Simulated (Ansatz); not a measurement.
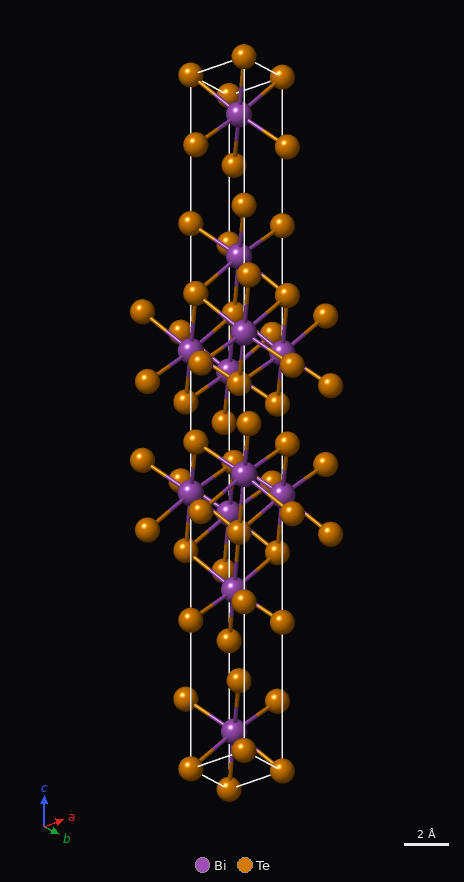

View from a general direction, drawn as a ball-and-stick model. The outline marks the conventional unit cell. Some atoms of the next cells are drawn as well.

Bi₂Te₃, space group R-3m (No. 166), a = 4.22 Å, b = 4.22 Å, c = 32.80 Å, α = 90.00°, β = 90.00°, γ = 120.00°.

The numbers come from DFT, PBE, plane waves, PAW (Ansatz 0.2.0), using plane waves up to 420 eV, k-points about 0.22 Å⁻¹ apart, Fermi-Dirac smearing of 0.02 eV, no spin polarisation.

Question: What is the band gap, if any?

Answer: A semiconductor at this level, with a gap of 0.63 eV, indirect; the smallest direct gap is 0.79 eV.

Question: What is the computed pressure?

Answer: The computed pressure is 3.7 GPa (compressed: it would expand). The stress isn't hydrostatic: its largest component is 4.6 GPa.

The cell started as a structure type filled with these elements by a generator (whether the compound takes this form wasn't checked). The cell was then strained or its atoms displaced on purpose. It was run through Ansatz as a DFT input.
